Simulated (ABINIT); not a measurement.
**Br: G0W0 calculation (part 3 of 3)**

The same run, continued: Br (Cmce, 4 atoms in the cell); Kohn-Sham DFT of a periodic cell, PBE, SPMS NC PBE v1.0, G0W0, no spin polarisation (ABINIT 10.8.3); cutoff 380.96 eV, 4×4×2 k-mesh, fixed occupations. The structure derives from an entry of the Crystallography Open Database.

Geometry of the input (Å; fractional positions):
```
3.3632  -2.3226  0.0000
3.3632  2.3226  0.0000
0.0000  0.0000  8.7023
Br 0.3651  0.6349  0.3901
Br 0.1349  0.8651  0.8901
Br 0.6349  0.3651  0.6099
Br 0.8651  0.1349  0.1099
```

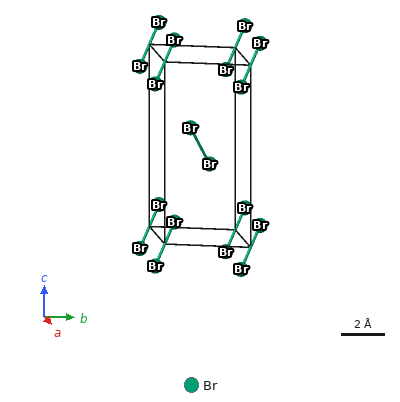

Figure 1. The input geometry (ball-and-stick view of the cell of the calculation, seen slightly off an axis). An atom can appear more than once, as a periodic image.

Log, continued:
```
 cartesian coordinates (angstrom) at end:
    1      3.36325000000000     0.62662399000000     3.39476723000000
    2      3.36325000000000     1.69592601000000     7.74591723000000
    3      3.36325000000000    -0.62662399000000     5.30753277000000
    4      3.36325000000000    -1.69592601000000     0.95638277000000
 length scales=  1.889726125908  1.889726125908  1.889726125908 bohr
              =  1.000000000000  1.000000000000  1.000000000000 angstroms
 Eigenvalues (hartree) for nkpt=  14  k points:
 kpt#   1, nband=176, wtk=  0.03125, kpt=  0.0000  0.0000  0.0000 (reduced coord)
  -0.60623   -0.59471   -0.50211   -0.47758   -0.20189   -0.16529   -0.09947   -0.09939
  -0.08190   -0.08045   -0.05461   -0.03330   -0.02296   -0.02147    0.04795    0.07520
   0.19931    0.22482    0.25144    0.31075    0.31186    0.32216    0.36000    0.36953
   0.37088    0.39189    0.40355    0.44030    0.47364    0.47778    0.51651    0.52126
   0.52948    0.52948    0.54916    0.55645    0.55720    0.56219    0.57646    0.58941
   0.64424    0.75081    0.77031    0.79802    0.80615    0.81266    0.81381    0.82814
   0.84239    0.87297    0.87537    0.88317    0.88784    0.89777    0.90596    0.90967
   0.93253    0.96713    0.98964    1.00405    1.00925    1.02136    1.02462    1.03843
   1.06029    1.06369    1.08254    1.09474    1.11119    1.12202    1.12851    1.12982
   1.13060    1.15019    1.15877    1.18133    1.19110    1.21686    1.22569    1.24032
   1.24175    1.28614    1.32499    1.33111    1.33457    1.35097    1.35390    1.35411
   1.36768    1.37291    1.37709    1.38448    1.38791    1.38833    1.39190    1.40510
   1.40823    1.42247    1.42806    1.43250    1.43334    1.45388    1.46260    1.46426
   1.49870    1.49911    1.50302    1.51609    1.52130    1.54892    1.55207    1.55787
   1.58021    1.58216    1.59925    1.60449    1.60619    1.63002    1.64272    1.64876
   1.67093    1.67281    1.71434    1.72217    1.72513    1.73084    1.74819    1.75320
   1.77432    1.79227    1.79764    1.80236    1.81851    1.84497    1.84761    1.85255
   1.86623    1.87232    1.87443    1.88818    1.89304    1.90834    1.91409    1.92005
   1.96377    1.97540    1.97798    1.97846    1.98980    1.99267    2.03075    2.03169
   2.03492    2.04205    2.04429    2.04761    2.06830    2.07768    2.07799    2.08297
   2.09627    2.10018    2.10397    2.11377    2.11994    2.16042    2.19319    2.23928
   2.24680    2.24702    2.25895    2.26425    2.28015    2.28619    2.30358    2.31630
 prteigrs : prtvol=0 or 1, do not print more k-points.

================================================================================
== DATASET  3 ==================================================================

--- !DatasetInfo
iteration_state: {dtset: 3, }
dimensions: {natom: 4, nkpt: 14, mband: 160, nsppol: 1, nspinor: 1, nspden: 1, mpw: 2335, }
cutoff_energies: {ecut:  14.0, pawecutdg:  -1.0, }
electrons: {nelect:   2.80000000E+01, charge:   0.00000000E+00, occopt:   1.00000000E+00, tsmear:   1.00000000E-02, }
meta: {optdriver: 3, gwcalctyp: 0, }
...

 mkfilename : getwfk/=0, take file _WFK from output of DATASET   2.

 Exchange-correlation functional for the present dataset will be:
  GGA: Perdew-Burke-Ernzerhof functional - ixc=11
  J.P.Perdew, K.Burke, M.Ernzerhof, PRL 77, 3865 (1996)

 SCREENING: Calculation of the susceptibility and dielectric matrices

 Based on a program developped by R.W. Godby, V. Olevano, G. Onida, and L. Reining.
 Incorporated in ABINIT by V. Olevano, G.-M. Rignanese, and M. Torrent.

 Real(R)+Recip(G) space primitive vectors, cartesian coordinates (Bohr,Bohr^-1):
 R(1)=  6.3556214 -4.3889834  0.0000000  G(1)=  0.0786705 -0.1139216  0.0000000
 R(2)=  6.3556214  4.3889834  0.0000000  G(2)=  0.0786705  0.1139216  0.0000000
 R(3)=  0.0000000  0.0000000 16.4449637  G(3)=  0.0000000  0.0000000  0.0608089
 Unit cell volume ucvol=  9.1745521E+02 bohr^3
 Angles (23,13,12)=  9.00000000E+01  9.00000000E+01  6.92553688E+01 degrees
--------------------------------------------------------------------------------

 ==== K-mesh for the wavefunctions ====
 Number of points in the irreducible wedge :    14
 Reduced coordinates and weights :

     1)     0.00000000E+00  0.00000000E+00  0.00000000E+00       0.03125
     2)     2.50000000E-01  0.00000000E+00  0.00000000E+00       0.12500
     3)     5.00000000E-01  0.00000000E+00  0.00000000E+00       0.06250
     4)     2.50000000E-01  2.50000000E-01  0.00000000E+00       0.06250
   [... 10 further points ...]

 Together with  8 symmetry operations and time-reversal symmetry
 yields    32 points in the full Brillouin Zone.

 ==== Q-mesh for the screening function ====
 Number of points in the irreducible wedge :    14
 Reduced coordinates and weights :

     1)     0.00000000E+00  0.00000000E+00  0.00000000E+00       0.03125
     2)     2.50000000E-01  0.00000000E+00  0.00000000E+00       0.12500
     3)     5.00000000E-01  0.00000000E+00  0.00000000E+00       0.06250
     4)     2.50000000E-01  2.50000000E-01  0.00000000E+00       0.06250
   [... 10 further points ...]

 Together with  8 symmetry operations and time-reversal symmetry
 yields    32 points in the full Brillouin Zone.

 setmesh: FFT mesh size selected  =    30x   30x   50
          total number of points  =        45000

 vcoul_init : cutoff-mode = AUXILIARY_FUNCTION
 q-points for optical limit:   1
     1)      0.000010    0.000020    0.000030

 Number of electrons calculated from density =   28.0000; Expected =   28.0000
 average of density, n =  0.030519
 r_s =    1.9851
 omega_plasma =   16.8516 [eV]

 calculating chi0 at frequencies [eV] :
  1    0.000000E+00    0.000000E+00
  2    0.000000E+00    1.685164E+01

--------------------------------------------------------------------------------
  q-point number  1        q = ( 0.000000, 0.000000, 0.000000) [r.l.u.]
--------------------------------------------------------------------------------
 For q-point:  0.000010 0.000020 0.000030
  dielectric constant =   4.2530
  dielectric constant without local fields =   5.1116

  Average fulfillment of the sum rule on Im[epsilon] for q-point    1 :     87.61  [%]
--------------------------------------------------------------------------------
  q-point number  2        q = ( 0.250000, 0.000000, 0.000000) [r.l.u.]
--------------------------------------------------------------------------------
  Average fulfillment of the sum rule on Im[epsilon] for q-point    2 :     91.65  [%]

--------------------------------------------------------------------------------
  q-point number  3        q = ( 0.500000, 0.000000, 0.000000) [r.l.u.]
--------------------------------------------------------------------------------
  Average fulfillment of the sum rule on Im[epsilon] for q-point    3 :     88.17  [%]

--------------------------------------------------------------------------------
  q-point number  4        q = ( 0.250000, 0.250000, 0.000000) [r.l.u.]
--------------------------------------------------------------------------------
  Average fulfillment of the sum rule on Im[epsilon] for q-point    4 :     90.07  [%]

--------------------------------------------------------------------------------
  q-point number  5        q = ( 0.500000, 0.250000, 0.000000) [r.l.u.]
--------------------------------------------------------------------------------
  Average fulfillment of the sum rule on Im[epsilon] for q-point    5 :     87.69  [%]

--------------------------------------------------------------------------------
  q-point number  6        q = (-0.250000, 0.250000, 0.000000) [r.l.u.]
--------------------------------------------------------------------------------
  Average fulfillment of the sum rule on Im[epsilon] for q-point    6 :     88.50  [%]

--------------------------------------------------------------------------------
  q-point number  7        q = ( 0.500000, 0.500000, 0.000000) [r.l.u.]
--------------------------------------------------------------------------------
  Average fulfillment of the sum rule on Im[epsilon] for q-point    7 :     87.03  [%]

--------------------------------------------------------------------------------
  q-point number  8        q = ( 0.000000, 0.000000, 0.500000) [r.l.u.]
--------------------------------------------------------------------------------
  Average fulfillment of the sum rule on Im[epsilon] for q-point    8 :     95.10  [%]

--------------------------------------------------------------------------------
  q-point number  9        q = ( 0.250000, 0.000000, 0.500000) [r.l.u.]
--------------------------------------------------------------------------------
  Average fulfillment of the sum rule on Im[epsilon] for q-point    9 :     91.07  [%]

--------------------------------------------------------------------------------
  q-point number 10        q = ( 0.500000, 0.000000, 0.500000) [r.l.u.]
--------------------------------------------------------------------------------
  Average fulfillment of the sum rule on Im[epsilon] for q-point   10 :     88.08  [%]

--------------------------------------------------------------------------------
  q-point number 11        q = ( 0.250000, 0.250000, 0.500000) [r.l.u.]
--------------------------------------------------------------------------------
  Average fulfillment of the sum rule on Im[epsilon] for q-point   11 :     90.35  [%]

--------------------------------------------------------------------------------
  q-point number 12        q = ( 0.500000, 0.250000, 0.500000) [r.l.u.]
--------------------------------------------------------------------------------
  Average fulfillment of the sum rule on Im[epsilon] for q-point   12 :     87.76  [%]

--------------------------------------------------------------------------------
  q-point number 13        q = (-0.250000, 0.250000, 0.500000) [r.l.u.]
--------------------------------------------------------------------------------
  Average fulfillment of the sum rule on Im[epsilon] for q-point   13 :     88.36  [%]

--------------------------------------------------------------------------------
  q-point number 14        q = ( 0.500000, 0.500000, 0.500000) [r.l.u.]
--------------------------------------------------------------------------------
  Average fulfillment of the sum rule on Im[epsilon] for q-point   14 :     87.36  [%]

================================================================================
== DATASET  4 ==================================================================

--- !DatasetInfo
iteration_state: {dtset: 4, }
dimensions: {natom: 4, nkpt: 14, mband: 160, nsppol: 1, nspinor: 1, nspden: 1, mpw: 2335, }
cutoff_energies: {ecut:  14.0, pawecutdg:  -1.0, }
electrons: {nelect:   2.80000000E+01, charge:   0.00000000E+00, occopt:   1.00000000E+00, tsmear:   1.00000000E-02, }
meta: {optdriver: 4, gwcalctyp: 0, }
...

 mkfilename : getwfk/=0, take file _WFK from output of DATASET   2.

 mkfilename : getden/=0, take file _DEN from output of DATASET   1.

 mkfilename : getscr/=0, take file _SCR from output of DATASET   3.

 Exchange-correlation functional for the present dataset will be:
  GGA: Perdew-Burke-Ernzerhof functional - ixc=11
  J.P.Perdew, K.Burke, M.Ernzerhof, PRL 77, 3865 (1996)

 SIGMA: Calculation of the GW corrections

 Based on a program developped by R.W. Godby, V. Olevano, G. Onida, and L. Reining.
 Incorporated in ABINIT by V. Olevano, G.-M. Rignanese, and M. Torrent.

 Real(R)+Recip(G) space primitive vectors, cartesian coordinates (Bohr,Bohr^-1):
 R(1)=  6.3556214 -4.3889834  0.0000000  G(1)=  0.0786705 -0.1139216  0.0000000
 R(2)=  6.3556214  4.3889834  0.0000000  G(2)=  0.0786705  0.1139216  0.0000000
 R(3)=  0.0000000  0.0000000 16.4449637  G(3)=  0.0000000  0.0000000  0.0608089
 Unit cell volume ucvol=  9.1745521E+02 bohr^3
 Angles (23,13,12)=  9.00000000E+01  9.00000000E+01  6.92553688E+01 degrees
--------------------------------------------------------------------------------

 ==== K-mesh for the wavefunctions ====
 Number of points in the irreducible wedge :    14
 Reduced coordinates and weights :

     1)     0.00000000E+00  0.00000000E+00  0.00000000E+00       0.03125
     2)     2.50000000E-01  0.00000000E+00  0.00000000E+00       0.12500
     3)     5.00000000E-01  0.00000000E+00  0.00000000E+00       0.06250
     4)     2.50000000E-01  2.50000000E-01  0.00000000E+00       0.06250
   [... 10 further points ...]

 Together with  8 symmetry operations and time-reversal symmetry
 yields    32 points in the full Brillouin Zone.

 ==== Q-mesh for screening function ====
 Number of points in the irreducible wedge :    14
 Reduced coordinates and weights :

     1)     0.00000000E+00  0.00000000E+00  0.00000000E+00       0.03125
     2)     2.50000000E-01  0.00000000E+00  0.00000000E+00       0.12500
     3)     5.00000000E-01  0.00000000E+00  0.00000000E+00       0.06250
     4)     2.50000000E-01  2.50000000E-01  0.00000000E+00       0.06250
   [... 10 further points ...]

 Together with  8 symmetry operations and time-reversal symmetry
 yields    32 points in the full Brillouin Zone.

 vcoul_init : cutoff-mode = AUXILIARY_FUNCTION
 q-points for optical limit:   1
     1)      0.000010    0.000020    0.000030
 setmesh: FFT mesh size selected  =    30x   30x   60
          total number of points  =        54000

 Number of electrons calculated from density =   28.0000; Expected =   28.0000
 average of density, n =  0.030519
 r_s =    1.9851
 omega_plasma =   16.8516 [eV]

 === KS Band Gaps ===
  >>>> For spin  1
   Minimum direct gap =   1.8890 [eV], located at k-point      :   0.0000  0.0000  0.0000
   Fundamental gap    =   1.8468 [eV], Top of valence bands at :   0.5000  0.0000  0.5000
                                       Bottom of conduction at :   0.0000  0.0000  0.0000
 SIGMA fundamental parameters:
 PLASMON POLE MODEL  2
 number of plane-waves for SigmaX                 2335
 number of plane-waves for SigmaC and W            417
 number of plane-waves for wavefunctions          2335
 number of bands                                   160
 number of independent spin polarizations            1
 number of spinorial components                      1
 number of k-points in IBZ                          14
 number of q-points in IBZ                          14
 number of symmetry operations                       8
 number of k-points in BZ                           32
 number of q-points in BZ                           32
 number of frequencies for dSigma/dE                 9
 frequency step for dSigma/dE [eV]                0.25
 number of omega for Sigma on real axis              0
 max omega for Sigma on real axis  [eV]           0.00
 zcut for avoiding poles [eV]                     0.10

 EPSILON^-1 parameters (SCR file):
 dimension of the eps^-1 matrix on file            417
 dimension of the eps^-1 matrix used               417
 number of plane-waves for wavefunctions          2335
 number of bands                                   160
 number of q-points in IBZ                          14
 number of frequencies                               2
 number of real frequencies                          1
 number of imag frequencies                          1

 matrix elements of self-energy operator (all in [eV])

 Perturbative Calculation

--- !SelfEnergy_ee
iteration_state: {dtset: 4, }
kpoint     : [   0.500,    0.000,    0.500, ]
spin       : 1
KS_gap     :    2.223
QP_gap     :    4.262
Delta_QP_KS:    2.039
data: !SigmaeeData |
     Band     E0 <VxcDFT>   SigX SigC(E0)      Z dSigC/dE  Sig(E)    E-E0       E
       13  -0.542 -13.215 -16.567   2.095   0.814  -0.228 -14.239  -1.024  -1.567
       14  -0.542 -13.215 -16.567   2.095   0.814  -0.228 -14.239  -1.024  -1.567
       15   1.681 -12.819  -8.461  -3.117   0.817  -0.223 -11.804   1.015   2.696
       16   1.681 -12.819  -8.461  -3.117   0.817  -0.223 -11.804   1.015   2.696
...

--- !SelfEnergy_ee
iteration_state: {dtset: 4, }
kpoint     : [   0.000,    0.000,    0.000, ]
spin       : 1
KS_gap     :    1.889
QP_gap     :    3.937
Delta_QP_KS:    2.048
data: !SigmaeeData |
     Band     E0 <VxcDFT>   SigX SigC(E0)      Z dSigC/dE  Sig(E)    E-E0       E
       14  -0.584 -13.146 -16.885   2.346   0.814  -0.228 -14.280  -1.134  -1.718
       15   1.305 -12.602  -8.478  -3.007   0.819  -0.221 -11.687   0.914   2.219
...

== END DATASET(S) ==============================================================
================================================================================

 -outvars: echo values of variables after computation  --------
            acell      1.8897261259E+00  1.8897261259E+00  1.8897261259E+00 Bohr
           etotal1    -6.2530756635E+01
           etotal3     0.0000000000E+00
           etotal4     0.0000000000E+00
            fcart1    -3.2202677610E-20  8.3984825044E-03 -1.5344268144E-02
                       8.8305417150E-20 -8.3984825044E-03 -1.5344268144E-02
                       8.8305417150E-20 -8.3984825044E-03  1.5344268144E-02
                      -1.4440815669E-19  8.3984825044E-03  1.5344268144E-02
            fcart3     0.0000000000E+00  0.0000000000E+00  0.0000000000E+00
                       0.0000000000E+00  0.0000000000E+00  0.0000000000E+00
                       0.0000000000E+00  0.0000000000E+00  0.0000000000E+00
                       0.0000000000E+00  0.0000000000E+00  0.0000000000E+00
            fcart4     0.0000000000E+00  0.0000000000E+00  0.0000000000E+00
                       0.0000000000E+00  0.0000000000E+00  0.0000000000E+00
                       0.0000000000E+00  0.0000000000E+00  0.0000000000E+00
                       0.0000000000E+00  0.0000000000E+00  0.0000000000E+00
            rprim      3.3632500000E+00 -2.3225500000E+00  0.0000000000E+00
                       3.3632500000E+00  2.3225500000E+00  0.0000000000E+00
                       0.0000000000E+00  0.0000000000E+00  8.7023000000E+00
           strten1    -3.6552930635E-05 -4.0291024396E-05 -1.0045712651E-04
                       0.0000000000E+00  0.0000000000E+00  0.0000000000E+00
           strten3     0.0000000000E+00  0.0000000000E+00  0.0000000000E+00
                       0.0000000000E+00  0.0000000000E+00  0.0000000000E+00
           strten4     0.0000000000E+00  0.0000000000E+00  0.0000000000E+00
                       0.0000000000E+00  0.0000000000E+00  0.0000000000E+00
           xangst      3.3632500000E+00  6.2662399000E-01  3.3947672300E+00
                       3.3632500000E+00  1.6959260100E+00  7.7459172300E+00
                       3.3632500000E+00 -6.2662399000E-01  5.3075327700E+00
                       3.3632500000E+00 -1.6959260100E+00  9.5638277000E-01
             xred      3.6510000000E-01  6.3490000000E-01  3.9010000000E-01
                       1.3490000000E-01  8.6510000000E-01  8.9010000000E-01
                       6.3490000000E-01  3.6510000000E-01  6.0990000000E-01
                       8.6510000000E-01  1.3490000000E-01  1.0990000000E-01
 Calculation completed.
```

Key numbers:

```csv
quantity,value
outcome,converged
space group (tolerance 0.01 Å),Cmce (64)
electrons treated,28
quasiparticle gap,3.79 eV
gap on the k-point mesh,1.85 eV
wall time,18 min
peak memory,1.8 GiB
```
